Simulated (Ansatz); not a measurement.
**Σ5 (210) boundary in bcc Mo with Cr (substitutional): structure and resistance**

Aim: the relaxed structure and the specific resistance of the Σ5 (210) boundary in bcc Mo with Cr (substitutional).

Program: Ansatz 0.2.0. Level of theory: Ansatz plane-wave DFT, PBE, PAW files; relaxation of a bicrystal slab with its lowest layers held; PAW set soft_1, in the first sound run; inputs show where later runs differ. Results are calculated unless marked as measured.

## 1. The structure

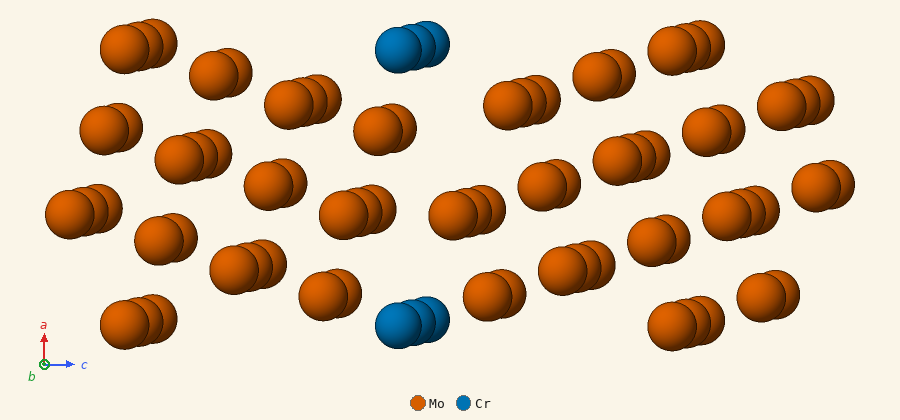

Start, viewed from the side, with the c axis across the page; molybdenum orange, chromium blue. 1×2×1 cells are drawn. Some periodic images of atoms are drawn too.

The cell holds 27 atoms: 26 Mo and 1 Cr. Its edges and angles: a = 7.037 Å, b = 3.147 Å, c = 30.000 Å, α = 90.0°, β = 90.0°, γ = 90.0°. It derives from Mo. built on the (2 1 0) plane; 2 overlapping atoms removed and the grains opened by 0 Å. Vacuum lies along c.

## 2. Relaxing the bicrystal

The boundary is built by mirroring the lower grain in the boundary plane and removing any atoms that overlap; then the Cr is put in at the boundary. A thin bicrystal slab is relaxed first, with the lowest layers held and the upper grain free to shift and open.

The input, input.yaml:

```yaml
crystal:
  lattice:
    - [7.0369059252, 0.0, 0.0]
    - [0.0, 3.147, 0.0]
    - [0.0, 0.0, 29.9996459975]
  atoms:
    - { symbol: Mo, position: [0.3999999999, 0.0, 0.1666686334] }
    - { symbol: Mo, position: [0.6999999999, 0.5, 0.1901252632] }
    - { symbol: Mo, position: [0.9999999999, 0.0, 0.2135818931] }
    - { symbol: Mo, position: [0.2999999999, 0.5, 0.237038523] }
    - { symbol: Mo, position: [0.6, 0.0, 0.2604951529] }
    - { symbol: Mo, position: [0.9, 0.5, 0.2839517827] }
    - { symbol: Mo, position: [0.2, 0.0, 0.3074084126] }
    - { symbol: Mo, position: [0.5, 0.5, 0.3308650425] }
    - { symbol: Mo, position: [0.8, 0.0, 0.3543216724] }
    - { symbol: Mo, position: [0.1, 0.5, 0.3777783022] }
    - { symbol: Mo, position: [0.4, 0.0, 0.4012349321] }
    - { symbol: Mo, position: [0.7, 0.5, 0.424691562] }
    - { symbol: Cr, position: [0.0, 0.0, 0.4481481919] }
    - { symbol: Mo, position: [0.4, 0.0, 0.4950614516] }
    - { symbol: Mo, position: [0.1, 0.5, 0.5185180815] }
    - { symbol: Mo, position: [0.8, 0.0, 0.5419747113] }
    - { symbol: Mo, position: [0.5, 0.5, 0.5654313412] }
    - { symbol: Mo, position: [0.2, 0.0, 0.5888879711] }
    - { symbol: Mo, position: [0.9, 0.5, 0.612344601] }
    - { symbol: Mo, position: [0.6, 0.0, 0.6358012308] }
    - { symbol: Mo, position: [0.2999999999, 0.5, 0.6592578607] }
    - { symbol: Mo, position: [0.9999999999, 0.0, 0.6827144906] }
    - { symbol: Mo, position: [0.6999999999, 0.5, 0.7061711205] }
    - { symbol: Mo, position: [0.3999999999, 0.0, 0.7296277503] }
    - { symbol: Mo, position: [0.0999999999, 0.5, 0.7530843802] }
    - { symbol: Mo, position: [0.7999999999, 0.0, 0.7765410101] }
    - { symbol: Mo, position: [0.4999999999, 0.5, 0.79999764] }
kpoints:
  mp_grid: { grid: [4, 7, 1] }
hamiltonian:
  xc: pbe
  pseudopotentials: { kind: paw, azcp: { folder: soft_1 } }
scf:
  occupations: { method: fermi_dirac, width: 0.1 }
relax:
  f_tol: 0.03
  max_steps: 80
  constraints: [{ sites: [0, 1, 2, 3, 4] }]
```

On the command line:

```sh
> ansatz run input.yaml --threads 4 --pin off --max-ram 15360MiB --backend cpu --events-out ev --progress --plain --runs-dir out
```

Numbers of over 12 decimals in the logs are rounded to 6 here.

Log:

```text
Engine: ansatz 0.2.0, x86_64-unknown-linux-gnu
Pseudopotentials: kind: paw
Pseudopotential: Mo, paw, valence charge 14, recommended cutoff 420 eV (normal), soft_1/Mo.paw.azcp
Pseudopotential: Cr, paw, valence charge 14, recommended cutoff 420 eV (normal), soft_1/Cr.paw.azcp
Functional definition: PBE
  parameter kappa = 0.804
  parameter beta = 0.066725
  exchange = pbe_x(kappa = kappa, mu = beta*pi^2/3)
  correlation = pbe_c(beta = beta)
Crystal: 27 atoms, lattice volume = 664.346 Å³
Basis set: ecut = 420 eV, 13009 PW (Γ), exchange–correlation on 96×48×432 points (8 copies of the dense FFT grid, shifted against one another)
Bands: 227, of which v1, the nominal top of the filled ones, is band 189 counted from 1 (188 counted from 0)
Symmetry: 2 space group operations
Space group: Pm (ITA 6), of the structure as read, at distance tolerance 8.7e-5 Å
k-points: 12 of 28 (time reversal used)
Non-local potential: Mo, projectors of the file, l = 0: 3, l = 1: 2, l = 2: 2, l = 3: 1
Non-local potential: Cr, projectors of the file, l = 0: 3, l = 1: 2, l = 2: 3, l = 3: 1
PAW form: soft (Blöchl's): semilocal exchange-correlation on the pseudo side does not see the compensation charge
PAW one-centre angular grid: Mo, 590 points (default); XC on 64 Gauss nodes
PAW one-centre angular grid: Cr, 590 points (default); XC on 64 Gauss nodes
Initial density: superposition of atomic densities (neutral atoms: chi_scale 0, normalization atom)
Initial wavefunctions: pseudopotential atomic-orbital guess
Functional: x = pbe(κ = 0.804, μ = 0.219515), c = pbe(β = 0.066725)
SCF iter   1: F=—  HF=-132245.642515 eV  |F-HF|=—  |Δ(HF+E_count)|=         —  Δρ=1.05e-1  dr2=2.40e2  ethr=3.10e-3  ⟨swp⟩=7.9  Hψ=11730  notcnv=0
preconditioner: auto → LDOS  [metal: Δε(μ)=0.008 eV  Ē_g=4.313 eV  σ=0.100 eV  W_gap=0.02  n_scr=176 (ndim 8)  ℏωp=18.3 eV  f_vac=0.289  D(μ)=24.12/eV (n_scr^D=186)  β→1.0]
SCF iter   2: F=—  HF=-132237.796290 eV  |F-HF|=—  |Δ(HF+E_count)|=    7.85e0  Δρ=1.53e-1  dr2=2.54e2  ethr=3.10e-3  ⟨swp⟩=4.1  Hψ=8095  notcnv=0
SCF iter   3: F=—  HF=-132224.272244 eV  |F-HF|=—  |Δ(HF+E_count)|=    1.35e1  Δρ=5.69e-2  dr2=3.36e1  ethr=3.10e-3  ⟨swp⟩=5.8  Hψ=7270  notcnv=0
SCF iter   4: F=—  HF=-132222.659603 eV  |F-HF|=—  |Δ(HF+E_count)|=    1.61e0  Δρ=2.47e-2  dr2=6.51e0  ethr=3.10e-3  ⟨swp⟩=2.9  Hψ=6114  notcnv=0
SCF iter   5: F=—  HF=-132222.361568 eV  |F-HF|=—  |Δ(HF+E_count)|=   2.98e-1  Δρ=7.70e-3  dr2=1.19e0  ethr=1.72e-3  ⟨swp⟩=6.8  Hψ=6962  notcnv=0  defer=1
SCF iter   6: F=—  HF=-132222.364241 eV  |F-HF|=—  |Δ(HF+E_count)|=   2.67e-3  Δρ=9.13e-3  dr2=1.19e0  ethr=3.15e-4  ⟨swp⟩=2.4  Hψ=3382  notcnv=0
SCF iter   7: F=—  HF=-132222.339775 eV  |F-HF|=—  |Δ(HF+E_count)|=   2.45e-2  Δρ=6.91e-4  dr2=1.02e-2  ethr=3.14e-4  ⟨swp⟩=2.5  Hψ=3336  notcnv=0
SCF iter   8: F=—  HF=-132222.338159 eV  |F-HF|=—  |Δ(HF+E_count)|=   1.62e-3  Δρ=4.20e-4  dr2=4.78e-3  ethr=2.69e-6  ⟨swp⟩=2.0  Hψ=4086  notcnv=0
SCF iter   9: F=—  HF=-132222.338235 eV  |F-HF|=—  |Δ(HF+E_count)|=   7.60e-5  Δρ=3.61e-4  dr2=2.04e-3  ethr=1.26e-6  ⟨swp⟩=1.1  Hψ=2725  notcnv=0
SCF iter  10: F=—  HF=-132222.338206 eV  |F-HF|=—  |Δ(HF+E_count)|=   2.93e-5  Δρ=7.96e-5  dr2=1.15e-4  ethr=5.40e-7  ⟨swp⟩=2.0  Hψ=3162  notcnv=0
SCF iter  11: F=-132222.338202 eV  HF=-132222.338203 eV  |F-HF|=2.74e-7  |Δ(HF+E_count)|=   3.09e-6  Δρ=1.31e-5  dr2=1.66e-6  ethr=5.95e-9  ⟨swp⟩=3.2  Hψ=9314  notcnv=0
SCF 1 converged in 11 iterations: F = -132222.338202 eV  dr2 = 1.66e-6
  greatest PAW one-centre occupation: 1.000 electrons in one spin orbital (limit 2), on the Cr atom at site 12 (counted from 0), in its partial waves of l = 0
relax step   1: F+E_penalty+E_count = -132222.33820244 eV  Δ(F+E_penalty+E_count) = +0.000e0 eV  max|allowed force component| = 1.780e0 eV/Å  Δτ_max = 0.0000 Å  (11 SCF iters, dr2 threshold 2.25e-5 eV, accepted)
Initial density: handed on by an earlier stage of this run
Initial wavefunctions: those handed on with the density
iter 1 solved again at ethr=1.84e-3 eV; its pass at ethr=3.10e-3 eV (dr2=6.97e0 eV) is discarded
SCF iter   1: F=—  HF=-132223.423270 eV  |F-HF|=—  |Δ(HF+E_count)|=         —  Δρ=1.74e-2  dr2=7.33e0  ethr=1.84e-3  ⟨swp⟩=1.7  Hψ=9188  notcnv=0
preconditioner: auto → LDOS  [metal: Δε(μ)=0.008 eV  Ē_g=3.755 eV  σ=0.100 eV  W_gap=0.02  n_scr=176 (ndim 8)  ℏωp=18.3 eV  f_vac=0.294  D(μ)=23.94/eV (n_scr^D=186)  β→1.0]
SCF iter   2: F=—  HF=-132223.231274 eV  |F-HF|=—  |Δ(HF+E_count)|=   1.92e-1  Δρ=5.87e-3  dr2=7.68e-1  ethr=1.84e-3  ⟨swp⟩=3.7  Hψ=4000  notcnv=0
SCF iter   3: F=—  HF=-132223.187644 eV  |F-HF|=—  |Δ(HF+E_count)|=   4.36e-2  Δρ=3.37e-3  dr2=1.95e-1  ethr=2.03e-4  ⟨swp⟩=2.6  Hψ=4701  notcnv=0
SCF iter   4: F=—  HF=-132223.164408 eV  |F-HF|=—  |Δ(HF+E_count)|=   2.32e-2  Δρ=5.69e-4  dr2=4.49e-3  ethr=5.15e-5  ⟨swp⟩=2.2  Hψ=4091  notcnv=0
SCF iter   5: F=—  HF=-132223.164526 eV  |F-HF|=—  |Δ(HF+E_count)|=   1.19e-4  Δρ=1.74e-4  dr2=5.67e-4  ethr=1.19e-6  ⟨swp⟩=3.1  Hψ=5184  notcnv=0
SCF iter   6: F=-132223.164549 eV  HF=-132223.164572 eV  |F-HF|=2.30e-5  |Δ(HF+E_count)|=   4.52e-5  Δρ=7.24e-5  dr2=6.22e-5  ethr=2.65e-8  ⟨swp⟩=3.4  Hψ=10741  notcnv=0
SCF 2 converged in 6 iterations: F = -132223.164549 eV  dr2 = 6.22e-5
relax step   2: F+E_penalty+E_count = -132223.16454867 eV  Δ(F+E_penalty+E_count) = -8.263e-1 eV  max|allowed force component| = 9.021e-1 eV/Å  Δτ_max = 0.1990 Å  (6 SCF iters, dr2 threshold 1.00e-4 eV, accepted)
SCF iter   1: F=—  HF=-132224.131951 eV  |F-HF|=—  |Δ(HF+E_count)|=         —  Δρ=2.40e-2  dr2=2.95e1  ethr=3.10e-3  ⟨swp⟩=5.8  Hψ=6762  notcnv=0
preconditioner: auto → LDOS  [metal: Δε(μ)=0.024 eV  Ē_g=3.782 eV  σ=0.100 eV  W_gap=0.06  n_scr=176 (ndim 8)  ℏωp=18.3 eV  f_vac=0.299  D(μ)=23.85/eV (n_scr^D=186)  β→1.0]
SCF iter   2: F=—  HF=-132223.708051 eV  |F-HF|=—  |Δ(HF+E_count)|=   4.24e-1  Δρ=7.17e-3  dr2=6.84e-1  ethr=3.10e-3  ⟨swp⟩=2.0  Hψ=3423  notcnv=0
SCF iter   3: F=—  HF=-132223.661303 eV  |F-HF|=—  |Δ(HF+E_count)|=   4.67e-2  Δρ=5.76e-3  dr2=3.46e-1  ethr=1.81e-4  ⟨swp⟩=3.2  Hψ=5162  notcnv=0
SCF iter   4: F=—  HF=-132223.609038 eV  |F-HF|=—  |Δ(HF+E_count)|=   5.23e-2  Δρ=1.40e-3  dr2=2.22e-2  ethr=9.14e-5  ⟨swp⟩=2.0  Hψ=4978  notcnv=0
SCF iter   5: F=—  HF=-132223.607864 eV  |F-HF|=—  |Δ(HF+E_count)|=   1.17e-3  Δρ=2.10e-4  dr2=4.03e-4  ethr=5.88e-6  ⟨swp⟩=2.7  Hψ=4032  notcnv=0
SCF iter   6: F=—  HF=-132223.607900 eV  |F-HF|=—  |Δ(HF+E_count)|=   3.62e-5  Δρ=1.00e-4  dr2=1.20e-4  ethr=1.07e-7  ⟨swp⟩=2.9  Hψ=4634  notcnv=0
SCF iter   7: F=-132223.607892 eV  HF=-132223.607901 eV  |F-HF|=8.91e-6  |Δ(HF+E_count)|=   9.72e-7  Δρ=3.25e-5  dr2=1.46e-5  ethr=1.35e-8  ⟨swp⟩=3.0  Hψ=10043  notcnv=0
SCF 3 converged in 7 iterations: F = -132223.607892 eV  dr2 = 1.46e-5
relax step   3: F+E_penalty+E_count = -132223.60789237 eV  Δ(F+E_penalty+E_count) = -4.433e-1 eV  max|allowed force component| = 4.117e-1 eV/Å  Δτ_max = 0.1947 Å  (7 SCF iters, dr2 threshold 5.09e-5 eV, accepted)
[...]
relax step   4: F+E_penalty+E_count = -132223.86756667 eV  Δ(F+E_penalty+E_count) = -2.597e-1 eV  max|allowed force component| = 1.833e-1 eV/Å  Δτ_max = 0.1914 Å  (7 SCF iters, dr2 threshold 3.53e-5 eV, accepted)
[...]
relax step   5: F+E_penalty+E_count = -132223.99777301 eV  Δ(F+E_penalty+E_count) = -1.302e-1 eV  max|allowed force component| = 1.285e-1 eV/Å  Δτ_max = 0.1923 Å  (8 SCF iters, dr2 threshold 6.66e-6 eV, accepted)
[...]
relax step   6: F+E_penalty+E_count = -132224.01759102 eV  Δ(F+E_penalty+E_count) = -1.982e-2 eV  max|allowed force component| = 9.784e-2 eV/Å  Δτ_max = 0.1028 Å  (8 SCF iters, dr2 threshold 3.27e-6 eV, accepted)
[...]
relax step   7: F+E_penalty+E_count = -132224.02030904 eV  Δ(F+E_penalty+E_count) = -2.718e-3 eV  max|allowed force component| = 2.989e-2 eV/Å  Δτ_max = 0.0127 Å  (5 SCF iters, dr2 threshold 4.71e-6 eV, accepted)
iter 1 solved again at ethr=6.37e-10 eV; its pass at ethr=3.10e-3 eV (dr2=2.41e-6 eV) is discarded
SCF iter   1: F=—  HF=-132224.020263 eV  |F-HF|=—  |Δ(HF+E_count)|=         —  Δρ=1.47e-5  dr2=2.41e-6  ethr=6.37e-10  ⟨swp⟩=2.5  Hψ=6594  notcnv=0
preconditioner: auto → LDOS  [metal: Δε(μ)=0.018 eV  Ē_g=3.871 eV  σ=0.100 eV  W_gap=0.04  n_scr=176 (ndim 8)  ℏωp=18.3 eV  f_vac=0.314  D(μ)=23.52/eV (n_scr^D=186)  β→1.0]
SCF iter   2: F=—  HF=-132224.020311 eV  |F-HF|=—  |Δ(HF+E_count)|=   4.80e-5  Δρ=1.40e-5  dr2=2.88e-6  ethr=6.37e-10  ⟨swp⟩=2.1  Hψ=5008  notcnv=0
SCF iter   3: F=—  HF=-132224.020311 eV  |F-HF|=—  |Δ(HF+E_count)|=   2.38e-7  Δρ=4.80e-6  dr2=3.10e-7  ethr=6.37e-10  ⟨swp⟩=2.1  Hψ=3921  notcnv=0
SCF iter   4: F=-132224.020311 eV  HF=-132224.020311 eV  |F-HF|=2.14e-8  |Δ(HF+E_count)|=   2.63e-8  Δρ=1.52e-6  dr2=2.90e-8  ethr=2.65e-11  ⟨swp⟩=3.0  Hψ=10358  notcnv=0
SCF 8 converged in 4 iterations: F = -132224.020311 eV  dr2 = 2.90e-8
relax step   8: F+E_penalty+E_count = -132224.02031072 eV  Δ(F+E_penalty+E_count) = -1.683e-6 eV  max|allowed force component| = 2.990e-2 eV/Å  Δτ_max = 0.0000 Å  (4 SCF iters, accepted)
SCF converged after 4 iterations
Free energy (F): -132224.020311 eV
Harris-Foulkes:  -132224.020311 eV  (|F-HF|=2.14e-8)
Internal energy: -132223.238866 eV  (E = F + TS)
E sigma→0 (E₀):  -132223.629588 eV
Entropy (-TS):   -0.781445 eV (-28.942 meV/atom)
Fermi energy:    11.717071 eV
--- Per-component energies (eV) ---
  E_band       = -5023.216762
  E_kinetic    = 11263.561347
  E_local      = -402401.096193  (includes V_loc(G=0)·N_el)
  E_nonlocal   = 3909.024377
  E_hartree    = 196238.854039
  E_xc         = -4684.938530
  E_vxc        = -5842.377144  (∫ρ·V_xc dr)
  E_paw        = -84730.011533  (= ΣΔE_a)
  E_vpaw       = -4430.012706  (= ΣTr[D̂ρ^β])
  E_aug_tail   = 0.002095  (compensation charges beyond the density's cutoff)
  E_ewald      = 148181.365532
  E_smearing   = -0.781445  (= −TS)
  E_closure    = -0.000000  (closes the sum)
  Σ components = -132224.020311   (vs F -132224.020311, Δ=0.00e0)
--- Forces (eV/Å), atoms counted from 1 ---
  atom   1  Mo     0.70818291     0.00000000     1.67984304
  atom   2  Mo    -0.82306399     0.00000000     0.27803016
  atom   3  Mo    -0.08221855     0.00000000    -0.33968530
  atom   4  Mo     0.08673273     0.00000000    -1.03113744
  atom   5  Mo     0.10366639     0.00000000    -0.61656959
  atom   6  Mo     0.00710998     0.00000000    -0.00180936
  atom   7  Mo    -0.00863555     0.00000000    -0.01358784
  atom   8  Mo     0.00458305     0.00000000     0.00153139
  atom   9  Mo    -0.00540882     0.00000000     0.00630316
  atom  10  Mo    -0.00554741     0.00000000     0.02210545
  atom  11  Mo    -0.01244676     0.00000000    -0.01203667
  atom  12  Mo     0.00885787     0.00000000     0.02990384
  atom  13  Cr     0.00424986     0.00000000     0.00389685
  atom  14  Mo    -0.00320325     0.00000000    -0.02577878
  atom  15  Mo     0.00742944     0.00000000    -0.00288533
  atom  16  Mo    -0.01186536     0.00000000     0.01020023
  atom  17  Mo     0.00832262     0.00000000     0.00539298
  atom  18  Mo    -0.00106478     0.00000000    -0.00207130
  atom  19  Mo     0.00194762     0.00000000     0.00002072
  atom  20  Mo     0.00989197     0.00000000     0.00634565
  atom  21  Mo     0.00164251     0.00000000    -0.00934580
  atom  22  Mo     0.00504974     0.00000000    -0.00852402
  atom  23  Mo     0.00062806     0.00000000     0.01871059
  atom  24  Mo    -0.00386778     0.00000000    -0.00169657
  atom  25  Mo     0.01859249     0.00000000    -0.00335241
  atom  26  Mo    -0.02332442     0.00000000    -0.00102697
  atom  27  Mo     0.00366938     0.00000000     0.00739725
  max |Σ_I F_I| component: 1.74e-4 eV/Å
--- Relaxed structure (8 steps of the walk, 8 accepted, 0 SCFs on fresh bases) ---
  F+E_penalty+E_count = -132224.02031072 eV   max|allowed force component| = 2.990e-2 eV/Å
  atoms:
    - { symbol: Mo, position: [0.3999999999, 0.0, 0.166669] }
    - { symbol: Mo, position: [0.700000, 0.500000, 0.190125] }
    - { symbol: Mo, position: [1.000000, 0.0, 0.213582] }
    - { symbol: Mo, position: [0.300000, 0.500000, 0.237039] }
    - { symbol: Mo, position: [0.6, 0.0, 0.260495] }
    - { symbol: Mo, position: [0.900937, 0.500000, 0.283116] }
    - { symbol: Mo, position: [0.197703, 0.0, 0.307272] }
    - { symbol: Mo, position: [0.502612, 0.500000, 0.331303] }
    - { symbol: Mo, position: [0.794861, 0.0, 0.355427] }
    - { symbol: Mo, position: [0.095770, 0.500000, 0.376959] }
    - { symbol: Mo, position: [0.403719, 0.0, 0.398477] }
    - { symbol: Mo, position: [0.712414, 0.500000, 0.435432] }
    - { symbol: Cr, position: [0.00585579, 0.0, 0.437877] }
    - { symbol: Mo, position: [0.398854, 0.0, 0.479880] }
    - { symbol: Mo, position: [0.088306, 0.500000, 0.498816] }
    - { symbol: Mo, position: [0.788874, 0.0, 0.520228] }
    - { symbol: Mo, position: [0.494605, 0.500000, 0.545507] }
    - { symbol: Mo, position: [0.186108, 0.0, 0.570232] }
    - { symbol: Mo, position: [0.892076, 0.500000, 0.592234] }
    - { symbol: Mo, position: [0.591653, 0.0, 0.616127] }
    - { symbol: Mo, position: [0.293932, 0.500000, 0.639720] }
    - { symbol: Mo, position: [0.992785, 0.0, 0.664633] }
    - { symbol: Mo, position: [0.694059, 0.500000, 0.686063] }
    - { symbol: Mo, position: [0.390072, 0.0, 0.712020] }
    - { symbol: Mo, position: [0.084037, 0.500000, 0.733603] }
    - { symbol: Mo, position: [0.785811, 0.0, 0.756581] }
    - { symbol: Mo, position: [0.506137, 0.500000, 0.774662] }
```

Run time: 4.9 min. Hardware: 4 threads of Intel Xeon Platinum 8488C (Sapphire Rapids), shared host; peak memory 3.5 GiB.

This run has no spin polarisation, although Cr can carry a moment.

Relaxation path:

| step | energy less that of the first step (eV) | largest force component (eV/Å) |
| --- | --- | --- |
| 1 | 0.0000 | 1.7803 |
| 2 | -0.8263 | 0.9021 |
| 3 | -1.2697 | 0.4117 |
| 4 | -1.5294 | 0.1833 |
| 5 | -1.6596 | 0.1285 |
| 6 | -1.6794 | 0.0978 |
| 7 | -1.6821 | 0.0299 |
| 8 | -1.6821 | 0.0299 |

Forces are held to the 2 operations that the run works with; a distortion that breaks them can't arise in this run.

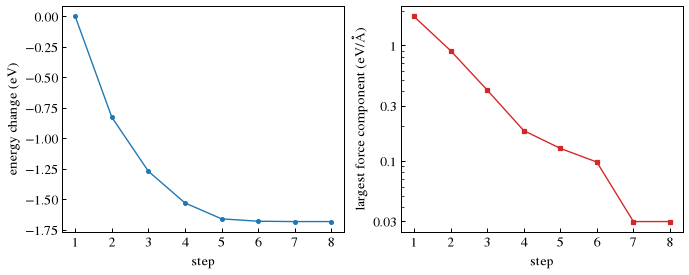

Energy and largest force along the relaxation.

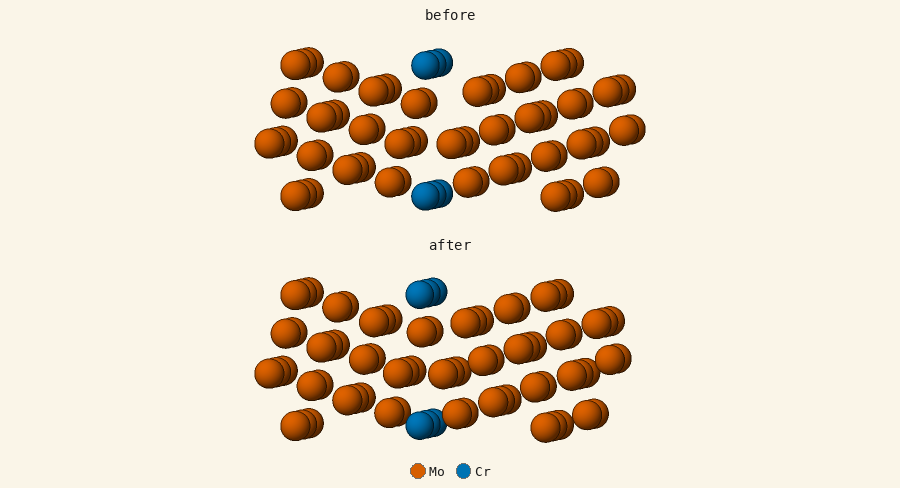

Before and after, at one scale.

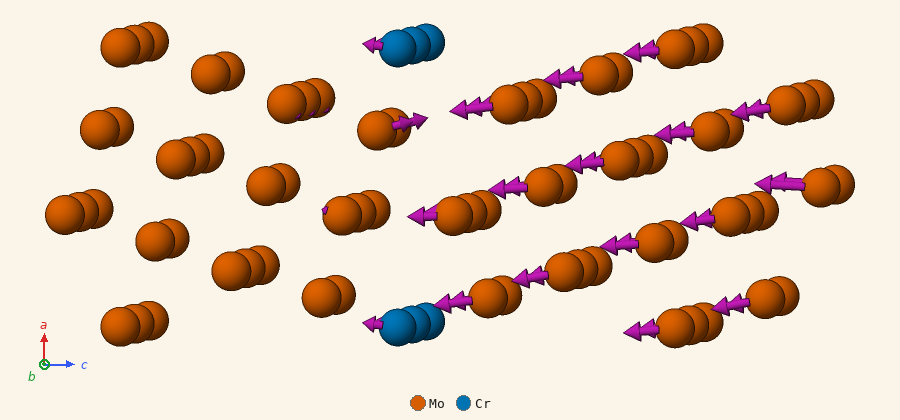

Displacements in the relaxation, exaggerated; the longest in the cell stands for 0.76 Å. 1×2×1 cells are drawn. Some periodic images of atoms are drawn too.

The atoms that moved most (Å):

| atom | dx | dy | dz | length |
| --- | --- | --- | --- | --- |
| Mo27 | 0.043 | 0.000 | -0.760 | 0.761 |
| Mo16 | -0.078 | 0.000 | -0.652 | 0.657 |
| Mo26 | -0.100 | 0.000 | -0.599 | 0.607 |
| Mo19 | -0.056 | 0.000 | -0.603 | 0.606 |
| Mo23 | -0.042 | 0.000 | -0.603 | 0.605 |
| Mo17 | -0.038 | 0.000 | -0.598 | 0.599 |
| Mo15 | -0.082 | 0.000 | -0.591 | 0.597 |
| Mo25 | -0.112 | 0.000 | -0.584 | 0.595 |

Numbers from this step:

| Quantity | Value |
| --- | --- |
| free energy | -132224.0203 eV |
| energy at zero smearing | -132223.6296 eV |
| Fermi energy | 11.72 eV |

The largest force component on a free atom ends at 0.030 eV/Å, under the tolerance of 0.03, after 8 steps.

(Continued in part 2 of 2.)

[Logs are printed without paths, hosts, clocks, repeated set-up lines and the standing remarks that a program may print on its own settings, such as how far it seeks lower states.]

[Hosts, paths, dates, database ids (printed as entryN), source tags and the programs' standing remarks are cut or masked in the printed files.]
